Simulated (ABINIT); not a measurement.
# Dielectric calculation of WS₂ (part 3 of 3)

The same run, continued: WS₂ (P-6m2, 3 atoms in the cell); Kohn-Sham DFT of a periodic cell, LDA, PseudoDojo NC SR LDA v0.4.1 standard, no spin polarisation (ABINIT 10.8.3); cutoff 816.34 eV, 8×8×2 k-mesh, fixed occupations. The structure derives from a Materials Project entry.

Geometry of the input (Å; fractional positions):
```
3.1835  0.0000  0.0000
-1.5918  2.7570  0.0000
0.0000  0.0000  16.9506
W  0.0000  0.0000  0.0000
S  0.3333  0.6667  0.0920
S  0.3333  0.6667  0.9080
```

Log, continued:
```
 2DEtotal=   -0.1011155704E+01 Ha. Also 2DEtotal=   -0.275149484123E+02 eV
    (  non-var. 2DEtotal :   -1.0111557032E+00 Ha)
================================================================================

 ---- first-order wavefunction calculations are completed ----

 Total localisation tensor (bohr^2) in cartesian coordinates
  WARNING : still subject to testing - especially symmetries.
      direction              matrix element
   alpha     beta       real part   imaginary part
     1        1       2.4126647454   -0.0000000000
     1        2      -0.8357715841    0.0000000000
     1        3       0.0000000000    0.0000000000
     2        1      -0.8357715841    0.0000000000
     2        2       1.4475988472   -0.0000000000
     2        3       0.0000000000    0.0000000000
     3        1       0.0000000000    0.0000000000
     3        2       0.0000000000    0.0000000000
     3        3       1.1584018773   -0.0000000000

 respfn : d/dk was computed, but no 2DTE, so no DDB output.

================================================================================
== DATASET  3 ==================================================================

--- !DatasetInfo
iteration_state: {dtset: 3, }
dimensions: {natom: 3, nkpt: 64, mband: 13, nsppol: 1, nspinor: 1, nspden: 1, mpw: 7915, }
cutoff_energies: {ecut:  30.0, pawecutdg:  -1.0, }
electrons: {nelect:   2.60000000E+01, charge:   0.00000000E+00, occopt:   1.00000000E+00, tsmear:   1.00000000E-02, }
meta: {optdriver: 1, rfelfd: 3, }
...

 mkfilename : getwfk/=0, take file _WFK from output of DATASET   1.

 mkfilename : getddk/=0, take file _1WF from output of DATASET   2.

 Exchange-correlation functional for the present dataset will be:
  LDA: Perdew-Wang 92 LSD fit to Ceperley-Alder data - ixc=7
  J.P.Perdew and Y.Wang, PRB 45, 13244 (1992)

 Real(R)+Recip(G) space primitive vectors, cartesian coordinates (Bohr,Bohr^-1):
 R(1)=  6.0159740  0.0000000  0.0000000  G(1)=  0.1662241  0.0959695  0.0000000
 R(2)= -3.0079870  5.2099863  0.0000000  G(2)=  0.0000000  0.1919391  0.0000000
 R(3)=  0.0000000  0.0000000 32.0319499  G(3)=  0.0000000  0.0000000  0.0312188
 Unit cell volume ucvol=  1.0039820E+03 bohr^3
 Angles (23,13,12)=  9.00000000E+01  9.00000000E+01  1.20000000E+02 degrees
 setup1 : take into account q-point for computing boxcut.

 getcut: wavevector=  0.0000  0.0000  0.0000  ngfft=  30  30 160
         ecut(hartree)=     30.000   => boxcut(ratio)=   2.02400
--------------------------------------------------------------------------------

 ==>  initialize data related to q vector <==

 The list of irreducible perturbations for this q vector is:
    1)    idir= 1    ipert=   5
    2)    idir= 3    ipert=   5

================================================================================

 The perturbation idir=   2  ipert=   5 is
 symmetric of a previously calculated perturbation.
 So, its SCF calculation is not needed.

--------------------------------------------------------------------------------
 Perturbation wavevector (in red.coord.)   0.000000  0.000000  0.000000
 Perturbation : homogeneous electric field along direction   1
 The set of symmetries contains only one element for this perturbation.
 symkpt : not enough symmetry to change the number of k points.

--------------------------------------------------------------------------------

--------------------------------------------------------------------------------

 Initialisation of the first-order wave-functions :
  ireadwf=   0

--- !BeginCycle
iteration_state: {dtset: 3, }
solver: {iscf: 7, nstep: 80, nline: 4, wfoptalg: 0, }
tolerances: {tolvrs: 1.00E-10, }
...

     iter   2DEtotal(Ha)        deltaE(Ha) residm    vres2
-ETOT  1  -510.21211973776     -5.102E+02 6.615E+01 2.773E+04
 ETOT  2  -539.77426296977     -2.956E+01 1.048E+00 4.133E+03
 ETOT  3  -543.02526761702     -3.251E+00 6.090E-02 9.202E+01
 ETOT  4  -543.06492261334     -3.965E-02 9.246E-03 1.313E+02
 ETOT  5  -543.08467953168     -1.976E-02 1.627E-03 2.652E+01
 ETOT  6  -543.08868342298     -4.004E-03 2.658E-04 2.930E-02
 ETOT  7  -543.08879558949     -1.122E-04 6.413E-05 5.981E-02
 ETOT  8  -543.08881758176     -2.199E-05 1.033E-05 2.320E-03
 ETOT  9  -543.08882104668     -3.465E-06 2.629E-06 4.636E-03
 ETOT 10  -543.08882178570     -7.390E-07 4.239E-07 1.967E-03
 ETOT 11  -543.08882193661     -1.509E-07 1.168E-07 6.301E-04
 ETOT 12  -543.08882200714     -7.053E-08 1.763E-08 1.124E-05
 ETOT 13  -543.08882201378     -6.637E-09 5.844E-09 1.906E-06
 ETOT 14  -543.08882201509     -1.305E-09 7.284E-10 1.563E-06
 ETOT 15  -543.08882201554     -4.577E-10 2.648E-10 8.073E-08
 ETOT 16  -543.08882201561     -7.219E-11 3.455E-11 4.062E-09
 ETOT 17  -543.08882201561      1.592E-12 1.164E-11 1.868E-10
 ETOT 18  -543.08882201563     -1.990E-11 1.555E-12 7.211E-11

 At SCF step   18       vres2   =  7.21E-11 < tolvrs=  1.00E-10 =>converged.
-open ddk wf file :runo_DS2_1WF10
-open ddk wf file :runo_DS2_1WF11
-open ddk wf file :runo_DS2_1WF12
================================================================================

 ----iterations are completed or convergence reached----

 Mean square residual over all n,k,spin=   11.070E-15; max=  15.551E-13

 2DEtotal=   -0.5430888220E+03 Ha. Also 2DEtotal=   -0.147781997017E+05 eV
    (  non-var. 2DEtotal :   -5.4308881628E+02 Ha)

--------------------------------------------------------------------------------
 Perturbation wavevector (in red.coord.)   0.000000  0.000000  0.000000
 Perturbation : homogeneous electric field along direction   3
 The set of symmetries contains only one element for this perturbation.
 symkpt : not enough symmetry to change the number of k points.

--------------------------------------------------------------------------------

--------------------------------------------------------------------------------

 Initialisation of the first-order wave-functions :
  ireadwf=   0

--- !BeginCycle
iteration_state: {dtset: 3, }
solver: {iscf: 7, nstep: 80, nline: 4, wfoptalg: 0, }
tolerances: {tolvrs: 1.00E-10, }
...

     iter   2DEtotal(Ha)        deltaE(Ha) residm    vres2
-ETOT  1   41.429580830421      4.143E+01 8.354E-02 1.512E+06
 ETOT  2   54.348640371463      1.292E+01 2.356E-01 1.517E+06
 ETOT  3 -0.49607051667533     -5.484E+01 9.519E-02 2.992E+04
 ETOT  4  -1.2530682961084     -7.570E-01 1.509E-03 3.536E+03
 ETOT  5  -1.3190909662041     -6.602E-02 1.984E-04 7.517E+01
 ETOT  6  -1.3193441012185     -2.531E-04 5.640E-06 9.106E+00
 ETOT  7  -1.3195880212093     -2.439E-04 1.710E-06 1.573E+00
 ETOT  8  -1.3195785129204      9.508E-06 4.475E-07 1.449E+00
 ETOT  9  -1.3196040994684     -2.559E-05 9.748E-08 9.906E-02
 ETOT 10  -1.3196068898297     -2.790E-06 4.880E-09 1.206E-02
 ETOT 11  -1.3196072893450     -3.995E-07 2.945E-09 9.582E-04
 ETOT 12  -1.3196073381996     -4.885E-08 1.708E-10 8.453E-06
 ETOT 13  -1.3196073373524      8.472E-10 7.956E-12 3.858E-05
 ETOT 14  -1.3196073385288     -1.176E-09 2.673E-12 6.957E-07
 ETOT 15  -1.3196073385427     -1.384E-11 3.265E-13 5.067E-08
 ETOT 16  -1.3196073385408      1.820E-12 5.583E-14 2.240E-07
 ETOT 17  -1.3196073385470     -6.153E-12 1.453E-14 1.395E-08
 ETOT 18  -1.3196073385473     -3.322E-13 2.324E-15 1.075E-09
 ETOT 19  -1.3196073385474     -4.441E-14 1.947E-16 6.477E-11

 At SCF step   19       vres2   =  6.48E-11 < tolvrs=  1.00E-10 =>converged.
-open ddk wf file :runo_DS2_1WF10
-open ddk wf file :runo_DS2_1WF11
-open ddk wf file :runo_DS2_1WF12
================================================================================

 ----iterations are completed or convergence reached----

 Mean square residual over all n,k,spin=   22.078E-18; max=  19.470E-17

 2DEtotal=   -0.1319607339E+01 Ha. Also 2DEtotal=   -0.359083449822E+02 eV
    (  non-var. 2DEtotal :   -1.3196073651E+00 Ha)
================================================================================

 ---- first-order wavefunction calculations are completed ----

 ==> Compute Derivative Database <==
 The violation of the charge neutrality conditions
 by the effective charges is as follows :
    atom        electric field
 displacement     direction
       1               1       -0.008016        0.000000
       1               2        0.000000        0.000000
       1               3        0.000000        0.000000
       2               1       -0.000000        0.000000
       2               2       -0.008016        0.000000
       2               3        0.000000        0.000000
       3               1        0.000000        0.000000
       3               2        0.000000        0.000000
       3               3       -0.000062        0.000000

 Effective charge tensors after
 imposition of the charge neutrality (if requested by user),
 and eventual restriction to some part :
   atom    displacement
         1         1   -6.022590E-01    0.000000E+00    0.000000E+00
         1         2   -1.429586E-15   -6.022590E-01    0.000000E+00
         1         3    0.000000E+00    0.000000E+00   -8.587008E-02
         2         1    3.011295E-01    0.000000E+00    0.000000E+00
         2         2    1.055745E-15    3.011295E-01    0.000000E+00
         2         3    0.000000E+00    0.000000E+00    4.293504E-02
         3         1    3.011295E-01    0.000000E+00    0.000000E+00
         3         2    3.738407E-16    3.011295E-01    0.000000E+00
         3         3    0.000000E+00    0.000000E+00    4.293504E-02
 Now, the imaginary part of the dynamical matrix is zeroed

  Dielectric tensor, in cartesian coordinates,
     j1       j2             matrix element
  dir pert dir pert     real part    imaginary part

   1    5   1    5         5.6737797488        -0.0000000000

   2    5   2    5         5.6737797486        -0.0000000000

   3    5   3    5         1.4292750996        -0.0000000000

  Effective charges, in cartesian coordinates,
  (from electric field response)
   if specified in the inputs, charge neutrality has been imposed
     j1       j2             matrix element
  dir pert dir pert     real part    imaginary part

   1    1   1    5        -0.6022590273         0.0000000000
   1    2   1    5         0.3011295138         0.0000000000
   1    3   1    5         0.3011295138         0.0000000000

   2    1   2    5        -0.6022590273         0.0000000000
   2    2   2    5         0.3011295138         0.0000000000
   2    3   2    5         0.3011295138         0.0000000000

   3    1   3    5        -0.0858700751         0.0000000000
   3    2   3    5         0.0429350375         0.0000000000
   3    3   3    5         0.0429350375         0.0000000000

== END DATASET(S) ==============================================================
================================================================================

 -outvars: echo values of variables after computation  --------
            acell      1.0000000000E+00  1.0000000000E+00  1.0000000000E+00 Bohr
           etotal1    -9.8137765623E+01
           etotal2    -1.0111557038E+00
           etotal3    -1.3196073385E+00
            fcart1     9.5484285436E-28  5.5127877901E-28 -0.0000000000E+00
                      -4.7742142718E-28 -2.7563938950E-28 -8.3839824316E-03
                      -4.7742142718E-28 -2.7563938950E-28  8.3839824316E-03
            fcart3     0.0000000000E+00  0.0000000000E+00  0.0000000000E+00
                       0.0000000000E+00  0.0000000000E+00  0.0000000000E+00
                       0.0000000000E+00  0.0000000000E+00  0.0000000000E+00
            rprim      6.0159740246E+00  0.0000000000E+00  0.0000000000E+00
                      -3.0079870123E+00  5.2099863337E+00  0.0000000000E+00
                       0.0000000000E+00  0.0000000000E+00  3.2031949866E+01
           strten1     8.7722251016E-05  8.7722251052E-05  5.1131407438E-05
                       0.0000000000E+00  0.0000000000E+00  0.0000000000E+00
           strten3     0.0000000000E+00  0.0000000000E+00  0.0000000000E+00
                       0.0000000000E+00  0.0000000000E+00  0.0000000000E+00
           xangst      0.0000000000E+00  0.0000000000E+00  0.0000000000E+00
                       2.7448169801E-16  1.8380040234E+00  1.5594618096E+00
                       2.7448169801E-16  1.8380040234E+00  1.5391116069E+01
             xred      0.0000000000E+00  0.0000000000E+00  0.0000000000E+00
                       3.3333333333E-01  6.6666666667E-01  9.2000510000E-02
                       3.3333333333E-01  6.6666666667E-01  9.0799949000E-01
 Calculation completed.
```

File anaddb.abo:
```
.Version 10.8.3 of ANADDB
================================================================================

 -outvars_anaddb: echo values of input variables ----------------------

 Flags :
     dieflag         2
 Miscellaneous information :
         asr         1

================================================================================

 read the DDB information and perform some checks

  ==== Info on the Cryst% object ====
 Real(R)+Recip(G) space primitive vectors, cartesian coordinates (Bohr,Bohr^-1):
 R(1)=  6.0159740  0.0000000  0.0000000  G(1)=  0.1662241  0.0959695  0.0000000
 R(2)= -3.0079870  5.2099863  0.0000000  G(2)=  0.0000000  0.1919391  0.0000000
 R(3)=  0.0000000  0.0000000 32.0319499  G(3)=  0.0000000  0.0000000  0.0312188
 Unit cell volume ucvol=  1.0039820E+03 bohr^3
 Angles (23,13,12)=  9.00000000E+01  9.00000000E+01  1.20000000E+02 degrees
 Time-reversal symmetry is present
 Reduced atomic positions [iatom, xred, symbol]:
    1)    0.0000000  0.0000000  0.0000000   W
    2)    0.3333333  0.6666667  0.0920005   S
    3)    0.3333333  0.6666667  0.9079995   S

 DDB file with 3 blocks has been read.

================================================================================

 Dielectric Tensor and Effective Charges

 anaddb : Zero the imaginary part of the Dynamical Matrix at Gamma,
   and impose the ASR on the effective charges

 The violation of the charge neutrality conditions
 by the effective charges is as follows :
    atom        electric field
 displacement     direction
       1               1       -0.008016        0.000000
       1               2        0.000000        0.000000
       1               3        0.000000        0.000000
       2               1       -0.000000        0.000000
       2               2       -0.008016        0.000000
       2               3        0.000000        0.000000
       3               1        0.000000        0.000000
       3               2        0.000000        0.000000
       3               3       -0.000062        0.000000

 Effective charge tensors after
 imposition of the charge neutrality (if requested by user),
 and eventual restriction to some part :
   atom    displacement
         1         1   -6.022590E-01    0.000000E+00    0.000000E+00
         1         2   -3.658397E-16   -6.022590E-01    0.000000E+00
         1         3    0.000000E+00    0.000000E+00   -8.587008E-02
         2         1    3.011295E-01    0.000000E+00    0.000000E+00
         2         2    1.829198E-16    3.011295E-01    0.000000E+00
         2         3    0.000000E+00    0.000000E+00    4.293504E-02
         3         1    3.011295E-01    0.000000E+00    0.000000E+00
         3         2    1.829198E-16    3.011295E-01    0.000000E+00
         3         3    0.000000E+00    0.000000E+00    4.293504E-02
 Now, the imaginary part of the dynamical matrix is zeroed

================================================================================

 anaddb : the run completed successfully.
```

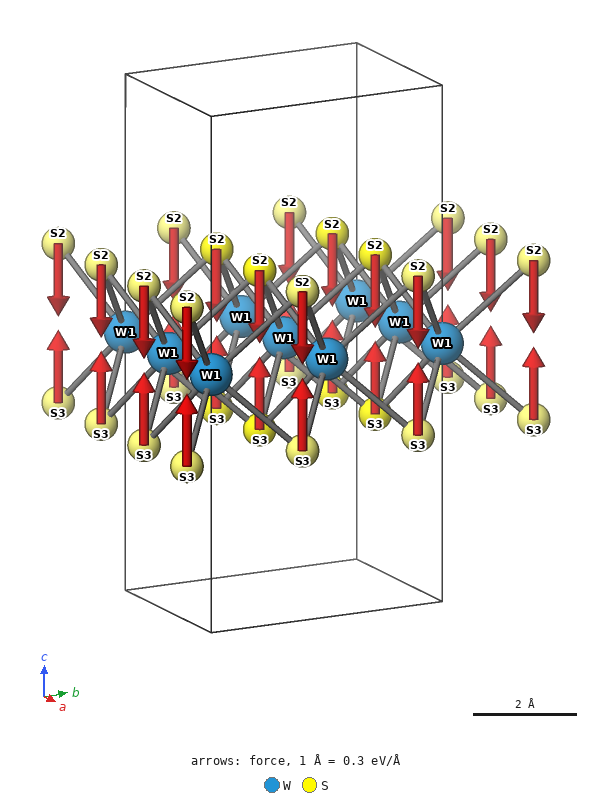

Fig. 1: Forces on the atoms as red arrows (ball-and-stick view of the 2 × 2 repeat of the cell, with the vacuum cut short, seen slightly off an axis; neighbours outside the cell are drawn fainter; atoms are numbered from 1 in the order of the input). The largest act on S2, S3 (0.43 eV/Å). The geometry is not a stationary point of this energy.

Key numbers:

```tsv
quantity	value
outcome	converged
space group (tolerance 0.01 Å)	P-6m2 (187)
electrons treated	26
free energy	−2670.4646 eV
Fermi energy	−0.747 eV
pressure	−2.22 GPa
largest force (length of the vector)	0.431 eV/Å
ε∞ (xx, yy, zz)	5.67, 5.67, 1.43
Born charges (mean of the diagonal)	W1 (−0.43 e); S2, S3 (0.22 e)
wall time	7.8 min (CPU time 31 min)
peak memory	0.72 GiB
```

Notes:

Spin–orbit coupling is left out, which matters for W.
